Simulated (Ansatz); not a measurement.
## A hole started on a pair of O atoms pulled together in Al2O3 (R-3c)

Aim: find out whether an added hole stays on a pair of O atoms pulled together in Al2O3 (R-3c) by distorting the lattice there, how its energy compares with the band edge, and how the answer depends on the level of theory. The model is a cell of 120 host atoms.

Calculated with Ansatz 0.2.0; plane-wave PAW DFT, HSE06; relaxation of all atoms of a supercell at fixed charge in a uniform background.

In doubt: the hybrid run may have settled on a false gap or state (step 2), so the values of those runs are not to be relied on.

## (1) The structure

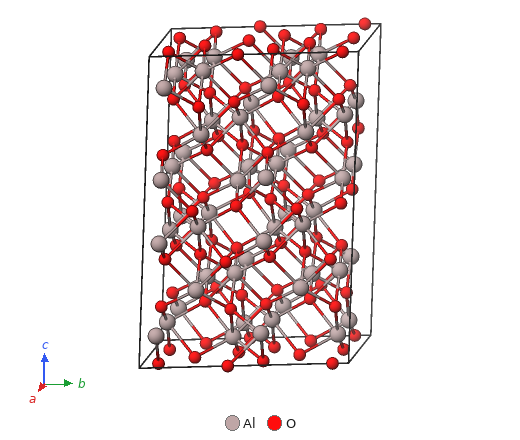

The cell as given, slightly off an axis (aluminium light grey, oxygen red). Bonds to atoms that aren't drawn are left out. Some periodic images of atoms are drawn too.

The cell holds 120 atoms: 48 Al and 72 O. Its edges and angles: a = 9.617 Å, b = 9.617 Å, c = 13.125 Å, α = 90.0°, β = 90.0°, γ = 120.0°. It derives from Al2O3 (space group R-3c). Nearest the centre at fractional (0.833, 0.590, 0.583): O107 at 1.08 Å, O120 at 1.08 Å, Al99 at 1.53 Å, Al102 at 1.53 Å, O117 at 2.21 Å, Al65 at 2.33 Å, Al31 at 2.33 Å, O80 at 2.38 Å. The cell carries charge +1.

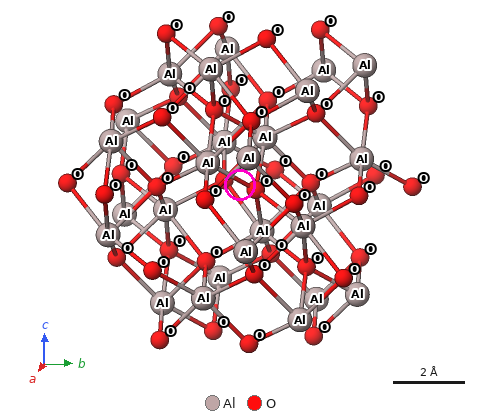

The atoms within 5 Å of the centre. A ring marks the centre wherever it is empty.

Screening for the image-charge correction: ε∞ = (3.32, 3.32, 3.29), ε0 = (10.26, 10.26, 12.61), computed on the host (DFPT, PBEsol).

The cell's shortest repeat is 9.6 Å.

The centre named in tables marks the trial (a pair of O atoms pulled together), and distances without another origin count from it. The distances above are those of the displaced start.

## (2) Relaxation with the hole, HSE06

A share of exact exchange removes much of the self-interaction that would spread the carrier over the cell. The share of exact exchange was chosen, not fitted; 1/ε∞ of the host is 0.30. A carrier doesn't trap itself from the perfect lattice, where equivalent sites compete, so the atoms around the trial site start displaced and the spin starts there. The total moment is locked to that of one carrier.

qp1_M1_trap.hrelax/input.yaml reads:

```yaml
crystal:
  lattice:
    - [9.61712014, 0.0, 0.0]
    - [-4.80856007, 8.32867035, 0.0]
    - [0.0, 0.0, 13.12487176]
  atoms:
    - { symbol: Al, position: [0.0, 0.0, 0.647875] }
    - { symbol: Al, position: [0.166667, 0.333333, 0.314542] }
[... 10 atom lines left out ...]
    - { symbol: O, position: [0.013584, 0.333333, 0.416667] }
[... 3 atom lines left out ...]
    - { symbol: O, position: [0.180251, 0.013584, 0.583333] }
[... 4 atom lines left out ...]
    - { symbol: O, position: [0.0, 0.346918, 0.75] }
[... 4 atom lines left out ...]
    - { symbol: O, position: [0.333333, 0.319749, 0.583333] }
[... 2 atom lines left out ...]
    - { symbol: O, position: [0.486416, 0.166667, 0.583333] }
    - { symbol: Al, position: [0.0, 0.5, 0.647875] }
    - { symbol: Al, position: [0.166667, 0.833333, 0.314542] }
[... 1 atom line left out ...]
    - { symbol: Al, position: [0.0, 0.5, 0.852125] }
    - { symbol: Al, position: [0.166667, 0.833333, 0.518791] }
[... 2 atom lines left out ...]
    - { symbol: Al, position: [0.166667, 0.833333, 0.814542] }
[... 1 atom line left out ...]
    - { symbol: Al, position: [0.0, 0.5, 0.352125] }
[... 2 atom lines left out ...]
    - { symbol: O, position: [0.013584, 0.833333, 0.416667] }
[... 3 atom lines left out ...]
    - { symbol: O, position: [0.180251, 0.513584, 0.583333] }
[... 1 atom line left out ...]
    - { symbol: O, position: [0.153082, 0.653082, 0.75] }
[... 2 atom lines left out ...]
    - { symbol: O, position: [0.0, 0.846918, 0.75] }
    - { symbol: O, position: [0.166667, 0.680251, 0.416667] }
[... 3 atom lines left out ...]
    - { symbol: O, position: [0.333333, 0.819749, 0.583333] }
[... 2 atom lines left out ...]
    - { symbol: O, position: [0.486416, 0.666667, 0.583333] }
[... 1 atom line left out ...]
    - { symbol: Al, position: [0.666667, 0.333333, 0.314542] }
[... 2 atom lines left out ...]
    - { symbol: Al, position: [0.666667, 0.333333, 0.518791] }
[... 2 atom lines left out ...]
    - { symbol: Al, position: [0.666667, 0.333333, 0.814542] }
    - { symbol: Al, position: [0.833333, 0.166667, 0.481209] }
[... 2 atom lines left out ...]
    - { symbol: Al, position: [0.833333, 0.166667, 0.685458] }
    - { symbol: O, position: [0.513584, 0.333333, 0.416667] }
[... 1 atom line left out ...]
    - { symbol: O, position: [0.846918, 0.0, 0.75] }
[... 3 atom lines left out ...]
    - { symbol: O, position: [0.653082, 0.153082, 0.75] }
    - { symbol: O, position: [0.819749, 0.486416, 0.416667] }
[... 1 atom line left out ...]
    - { symbol: O, position: [0.5, 0.346918, 0.75] }
    - { symbol: O, position: [0.666667, 0.180251, 0.416667] }
[... 3 atom lines left out ...]
    - { symbol: O, position: [0.833333, 0.319749, 0.583333] }
[... 3 atom lines left out ...]
    - { symbol: Al, position: [0.5, 0.5, 0.647875] }
[... 2 atom lines left out ...]
    - { symbol: Al, position: [0.5, 0.5, 0.852125] }
    - { symbol: Al, position: [0.666667, 0.833333, 0.518791] }
[... 2 atom lines left out ...]
    - { symbol: Al, position: [0.666667, 0.833333, 0.814542] }
    - { symbol: Al, position: [0.833333, 0.666667, 0.481209] }
    - { symbol: Al, position: [0.5, 0.5, 0.352125] }
[... 1 atom line left out ...]
    - { symbol: Al, position: [0.833333, 0.666667, 0.685458] }
[... 2 atom lines left out ...]
    - { symbol: O, position: [0.846918, 0.5, 0.75] }
[... 1 atom line left out ...]
    - { symbol: O, position: [0.704079, 0.525471, 0.583333], spin: 0.5 }
[... 1 atom line left out ...]
    - { symbol: O, position: [0.653082, 0.653082, 0.75] }
    - { symbol: O, position: [0.819749, 0.986416, 0.416667] }
[... 2 atom lines left out ...]
    - { symbol: O, position: [0.666667, 0.680251, 0.416667] }
[... 3 atom lines left out ...]
    - { symbol: O, position: [0.833333, 0.819749, 0.583333] }
[... 2 atom lines left out ...]
    - { symbol: O, position: [0.962587, 0.65478, 0.583333], spin: 0.5 }
  host:
    repeats: [2, 2, 1]
    atoms:
      - { symbol: Al, position: [0.0, 0.0, 0.647875] }
      - { symbol: Al, position: [0.333333, 0.666667, 0.314542] }
      # ... 28 more atoms of the perfect host
total_charge: 1
basis:
  ecutwfc: 420
  xc_grid: 2
hamiltonian:
  xc: hse06
kpoints:
  mp_grid: { grid: [1, 1, 1] }
magnetization:
  spin_polarized: true
  initial_magnetization: 1
  spin_locking: { lock_magnetization: hard }
scf:
  occupations: { method: fixed }
  max_iter: 80
output:
  forces: true
  charged_corrections:
    epsilon: [3.32, 3.32, 3.29]
    static_epsilon: [10.26, 10.26, 12.61]
    defect_position: [0.833333, 0.590125, 0.583333]
relax:
  f_tol: 0.03
  max_steps: 45
  random_displacement: { amplitude: 0.02, seed: 4395 }
checkpoint:
  write: "../qp1_M1_trap.hrelax.run"
  compress: false
  write_wavefunctions: true
  write_every: 100000
```

On the command line:

```console
$ ansatz run input.yaml --threads 32 --pin off --max-ram 84787MiB --backend cuda --events-out ev --progress --plain --runs-dir out --max-vram 78GiB
```

Numbers of over 12 decimals in the logs are rounded to 6 here.

The log of the run:

```text
[... repeated set-up lines and file paths are left out, and long positions are rounded to six places ...]
exact exchange: scf.exx.singularity resolves to wigner_seitz, which cuts the screened interaction at the faces of the exchange supercell's Wigner-Seitz cell, so that each pair interacts once, at the shortest of its separations (the periodic images that this [...]
Engine: ansatz 0.2.0, aarch64-unknown-linux-gnu
Pseudopotentials: kind: paw
Pseudopotential: Al, paw, valence charge 3, recommended cutoff 420 eV (normal), Al.paw.azcp
Pseudopotential: O, paw, valence charge 6, recommended cutoff 420 eV (normal), O.paw.azcp
Functional definition: HSE06
  parameter a = 0.25
  parameter omega = 0.11/bohr
  exchange = pbe_x - a*pbe_x_sr(omega) + a*exact_x_sr(omega)
  correlation = pbe_c
davidson cushion auto → on  (no smearing: the cushion is to keep the highest requested band from converging to the state above it; pin scf.eigensolver.cushion to override)
[...]
Crystal: 120 atoms, lattice volume = 1051.274 Å³
Basis set: ecut = 420 eV, 20497 PW (Γ), exchange–correlation on 144×144×180 points (8 copies of the dense FFT grid, shifted against one another)
Bands: 408, of which v1, the nominal top of the filled ones, is band 288 counted from 1 (287 counted from 0)
Symmetry: 1 space group operations
k-points: 1
Non-local potential: Al, projectors of the file, l = 0: 2, l = 1: 2, l = 2: 1
Non-local potential: O, projectors of the file, l = 0: 2, l = 1: 2, l = 2: 1
PAW form: soft (Blöchl's): semilocal exchange-correlation on the pseudo side does not see the compensation charge
PAW frozen core: Al, regenerated for the run's functional, and the local potential with it (the file was generated under x = pbe(κ = 0.804, μ = 0.219515), c = pbe(β = 0.066725))
PAW frozen core: O, regenerated for the run's functional, and the local potential with it (the file was generated under x = pbe(κ = 0.804, μ = 0.219515), c = pbe(β = 0.066725))
PAW one-centre angular grid: Al, 110 points (default); XC on 64 Gauss nodes
PAW one-centre angular grid: O, 110 points (default); XC on 96 Gauss nodes
Initial density: superposition of atomic densities (chi_scale 0.1, normalization cell, long waves kept (reshape's long-wave potential 0.03 eV rms))
Starting moments: Σ|m| = 1 μB on 2 of 120 sites
Initial wavefunctions: pseudopotential atomic-orbital guess
[...]
Functional: x = pbe(κ = 0.804, μ = 0.219515), c = pbe(β = 0.066725), warm-up for x = pbe(κ = 0.804, μ = 0.219515) + 0.25 (exact − pbe) at short range (hse, ω = 0.207870 Å⁻¹), c = pbe(β = 0.066725); [...]
iter 1 solved again at ethr=2.94e-2 eV; its pass at ethr=1.00e-1 eV (dr2=1.69e2 eV) is discarded
SCF iter   1: F=—  HF=-66887.929024 eV  |Δ(HF+E_count)|=         —  Δρ=6.43e-2 (↑6.43e-2 ↓6.42e-2)  dr2=1.69e2  dr2_m=1.71e-1  M=1.000 μB ∫|m|=1.061 μB  Hψ=4842
preconditioner: auto → none  [insulator: Δε(μ)=0.253 eV  Ē_g=18.122 eV  n_scr=286 (ndim 8)  ℏωp=27.5 eV  f_vac=0.000]
SCF iter   2: F=—  HF=-66842.809718 eV  |Δ(HF+E_count)|=    4.51e1  Δρ=2.54e-2 (↑2.23e-2 ↓2.54e-2)  dr2=2.05e1  dr2_m=3.88e-1  M=1.000 μB ∫|m|=1.177 μB  Hψ=1928
[...]
SCF iter  23: F=-66841.108250 eV  HF=-66841.108250 eV  |Δ(HF+E_count)|=   2.59e-9  Δρ=1.18e-6 (↑6.63e-7 ↓1.18e-6)  dr2=1.56e-8  dr2_m=5.92e-9  M=1.000 μB ∫|m|=1.115 μB  Hψ=1804
SCF 1 converged in 23 iterations: F = -66841.108250 eV  dr2 = 1.56e-8
  greatest PAW one-centre occupation: 0.862 electrons in one spin orbital (limit 2), on the O atom at site 106 (counted from 0), in its partial waves of l = 0
the semilocal start has a gap of 0.020 eV: under exact exchange another state, often on complex orbitals, can lie lower than the one that it leads to. A single point with scf.lower_state_search: full and scf.eigensolver.gamma_real: false can look for it
[...]
Starting moments: Σ|m| = 1 μB on 2 of 120 sites; this step starts from the density that it was given
[...]
hybrid outer 1: dexx = +1.984e-1 eV, tail = 2.03e-4 eV
[...]
hybrid outer 2: dexx = +7.726e-5 eV, tail = 2.95e-7 eV, Δε = 1.51e-3 eV (about 1.13e-4 eV left of the loop's levels), ΔF = 6.43e-3 eV/Å (tail 7.41e-4)
[...]
hybrid outer 1: dexx = +2.431e0 eV, tail = 4.32e-3 eV
[...]
hybrid outer 2: dexx = +1.787e-2 eV, tail = 4.18e-5 eV, Δε = 3.27e-2 eV (about 3.71e-3 eV left of the loop's levels), ΔF = 3.03e-1 eV/Å (tail 3.93e-2)
[...]
hybrid outer 1: dexx = +1.854e0 eV, tail = 2.11e-3 eV
[...]
hybrid outer 2: dexx = +3.847e-4 eV, tail = 1.61e-5 eV, Δε = 2.64e-3 eV (about 3.17e-4 eV left of the loop's levels), ΔF = 3.40e-1 eV/Å (tail 1.07e-1)
[...]
hybrid outer 3: dexx = +3.528e-5 eV, tail = 2.48e-6 eV, Δε = 9.11e-4 eV (about 4.18e-4 eV left of the loop's levels), ΔF = 4.60e-3 eV/Å (tail 2.66e-2)
[...]
SCF 9 converged in 2 iterations: F = -66856.795023 eV  dr2 = 8.67e-8
[...]
SCF 10 converged in 4 iterations: F = -66856.795024 eV  dr2 = 1.20e-8
[...]
relax step   4: F+E_penalty+E_count = -66856.79502360 eV  Δ(F+E_penalty+E_count) = -5.525e-7 eV  max|allowed force component| = 5.013e-2 eV/Å  Δτ_max = 0.0000 Å  (6 SCF iters, accepted)
[...]
hybrid outer 2: dexx = +5.307e-6 eV, tail = 1.15e-6 eV, Δε = 2.86e-4 eV (about 5.27e-5 eV left of the loop's levels), ΔF = 2.39e-2 eV/Å (tail 2.87e-2)
[...]
iter 6 solved again at ethr=1.00e-12 eV; its pass at ethr=9.33e-12 eV (dr2=1.74e-9 eV) is discarded
SCF iter   6: F=-66856.797503 eV  HF=-66856.797503 eV  |Δ(HF+E_count)|=  9.17e-10  Δρ=5.12e-7 (↑5.03e-7 ↓5.12e-7)  dr2=1.84e-9  dr2_m=1.26e-9  M=1.000 μB ∫|m|=1.237 μB sched 1.00e-12)  Hψ=4294
SCF 13 converged in 6 iterations: F = -66856.797503 eV  dr2 = 1.84e-9
[...]
hybrid outer 3: dexx = +3.982e-6 eV, tail = 1.92e-8 eV, Δε = 2.61e-4 eV (about 3.72e-5 eV left of the loop's levels), ΔF = 1.38e-3 eV/Å (tail 4.78e-3)
the filled states extend beyond the cell (their overlap across the Brillouin zone is 0.000, against 0 in a metal and nearly 1 for localised states). With one k-point a hybrid's gap, moments and forces can then be wrong. [...]
[...]
relax step   5: F+E_penalty+E_count = -66856.79750320 eV  Δ(F+E_penalty+E_count) = -2.480e-3 eV  max|allowed force component| = 8.963e-3 eV/Å  Δτ_max = 0.0053 Å  (17 SCF iters, accepted)
hybrid SCF converged: 3 outer / 17 inner (+0 warm-up), last move |dexx| = 3.98e-6 eV, tail = 1.92e-8 eV
Magnetization: 1.0000 μB (288.0000 up, 287.0000 down)
Absolute magnetization: 1.2394 μB (∫|ρ↑−ρ↓|, with the PAW one-centre terms)
Spin contamination: 0.0007 ħ² per cell (⟨S²⟩ above its minimum at these occupations)
Per-site moments (μB) at R_I (Å): [(-0.000258411, 0.773176), (-0.00025929, 0.773034), (-0.000258194, 0.773164), [... 6 left out ...]
Free energy (F): -66856.797503 eV
Frozen-core exchange: fock
Harris-Foulkes:  -66856.797503 eV  (|F-HF|=1.16e-10)
Internal energy: -66856.797503 eV  (E = F + TS)
E sigma→0 (E₀):  -66856.797503 eV
Fermi energy:    6.035837 (↑ 6.031002, ↓ 6.035837) eV
--- Per-component energies (eV) ---
  E_band       = -408.381886
  E_kinetic    = 14191.305412
  E_local      = -24094.716697  (includes V_loc(G=0)·N_el)
  E_nonlocal   = 3779.215536
  E_hartree    = 8952.382402
  E_xc         = -5910.643722
  E_vxc        = -6657.689292  (∫ρ·V_xc dr)
  E_exx        = -1625.034548  (= α·E_x^exact, valence–valence)
  E_paw        = -33663.857384  (= ΣΔE_a)
  E_vpaw       = -2281.372325  (= ΣTr[D̂ρ^β])
  E_aug_tail   = 0.179795  (compensation charges beyond the density's cutoff)
  E_ewald      = -28481.556078
  E_core_change = -4.072218  (= ΣΔE_core)
  E_smearing   = -0.000000  (= −TS)
  E_closure    = -0.000000  (closes the sum)
  E_deformation_potential = 18.160072  (in the stress; not in F)
  Σ components = -66856.797503   (vs F -66856.797503, Δ=0.00e0)
--- Forces (eV/Å), atoms counted from 1 ---
  atom   1  Al    -0.00273498    -0.00489670    -0.00304544
  atom   2  Al     0.00448197    -0.00690562     0.00062806
  [... 4 atoms left out ...]
  [... 114 more lines of this table ...]
  max |Σ_I F_I| component: 3.42e-5 eV/Å
--- Charged-cell corrections in eV (Makov–Payne, q = +1.000 e, ε = [10.260, 10.260, 12.610]) ---
  F (periodic)     = -66856.797503  (uncorrected; the corrections below are reported, never added to it)
  E_corr1          = +0.179241  (monopole, q²α_M/2ε̄L, of the cell on which ε is isotropic)
  F Makov-Payne    = -66856.618262  (F + E_corr1; no measured alignment; for a localised charge, not one spread in a band: unchecked)
  no potential alignment in this run, which stands beside a crystal: run the host's input off ansatz write-host-input, and read the two finished runs by ansatz place-levels (neither reads a slab, a wire or a sheet, whose cell leaves a vacuum)
--- Band table (eV) ---
  k-point 0 ↑: bands = ["-14.5591", "-14.0875", "-14.0874", "-13.5182", "-13.5175", "-13.5169", "-13.5169", "-13.5166", "-13.5162", [... rest cut ...]
  k-point 0 ↓: bands = ["-14.5330", "-14.0590", "-14.0589", "-13.4895", "-13.4888", "-13.4881", "-13.4880", "-13.4876", "-13.4873", [... rest cut ...]
  guard bands above this table: 38 of the run's 408 bands. The solve was not asked for them (output.publish_guard_bands: true or output.eigenvalues: true publishes all)
--- Relaxed structure (5 steps of the walk, 5 accepted, 0 SCFs on fresh bases) ---
  F+E_penalty+E_count = -66856.79750320 eV   max|allowed force component| = 8.963e-3 eV/Å
  atoms:
    - { symbol: Al, position: [-0.000229, -0.000162, 0.648019] }
    - { symbol: Al, position: [0.166384, 0.333149, 0.314672] }
    [... 4 atoms left out ...]
  [... 114 more lines of this table ...]
```

The job ended after 35 s (1 × NVIDIA GB200 with 32 threads of Arm Neoverse V2, shared host; peak memory 2.1 GiB; 1.9 min of CPU time).

Step by step:

```
step  energy less that of the first step (eV)  largest force component (eV/Å)
   1                                   0.0000                          3.5577
   2                                  -0.8677                          1.6454
   3                                  -1.1986                          0.0502
   4                                  -1.1986                          0.0501
   5                                  -1.2011                          0.0090
```

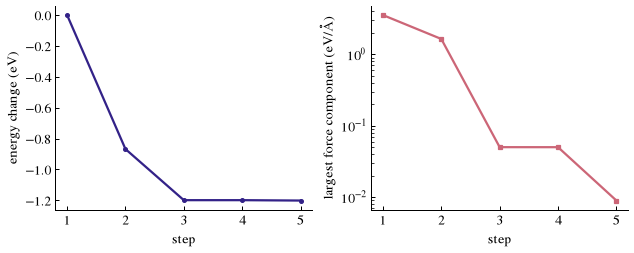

Energy and largest force along the relaxation.

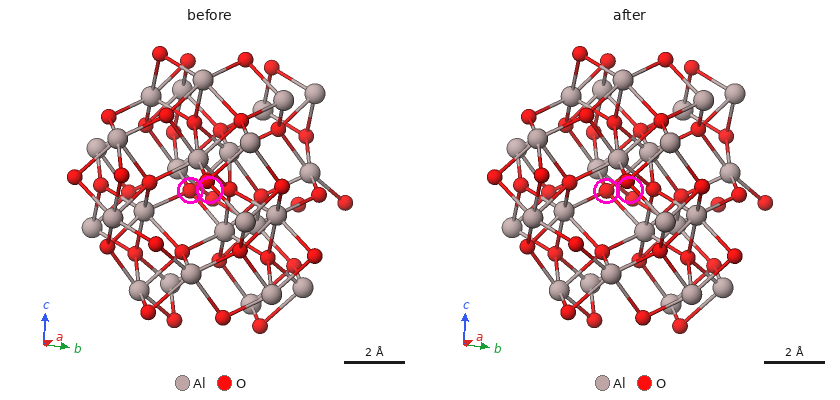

Before and after: the atoms that start within 5 Å of the centre. O107, which moves most, is ringed if it is among them. A ring with no atom in it marks the empty centre.

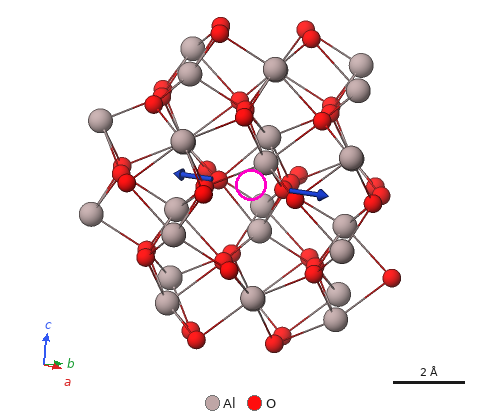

Displacements in the relaxation from the typed sites near the centre, exaggerated, the mean shift taken out; the longest in the cell stands for 0.20 Å. A ring marks the centre wherever it is empty.

The atoms that moved most (Å, from the sites as typed, ahead of the random displacement, the mean shift of all atoms taken out):

```
atom      dx      dy     dz  length
O107  -0.172  -0.099  0.000   0.199
O120   0.172   0.099  0.000   0.199
```

The moves above count from the input, in which the atoms at the trial site were already displaced.

The atoms nearest to the centre after the run:

```
 atom  distance (Å)
 O120         1.273
 O107         1.277
 Al99         1.527
Al102         1.529
 O117         2.209
 Al31         2.329
 Al65         2.331
  O80         2.380
 O105         2.381
```

The sizes of the moments in the atoms' spheres add to about 1.0 μB, shared by more than 30 atoms in effect: the carrier has spread out.

## (3) The states that it is compared with

Its energy has a meaning only beside the cell without the carrier and the carrier left in the undistorted cell, under the same functional.

Times on 1 × NVIDIA GB200 with 32 threads of Arm Neoverse V2, shared host:

```
charge        start                          kind  largest moment on one atom (μB)  time
     0  ideal sites                    relaxation                                -  13 s
    +1  ideal sites  single point, state in doubt                             0.01  13 s
```

[end of part 1 of 2]

[Logs are printed without paths, hosts, clocks, repeated set-up lines and the standing remarks that a program may print on its own settings, such as how far it seeks lower states.]

[Hosts, paths, dates, database ids (printed as entryN), source tags and the programs' standing remarks are cut or masked in the printed files.]

[For some hosts the program warned that the k-mesh of the response run may be too coarse for force constants and the static dielectric constant; such warnings are not shown here.]
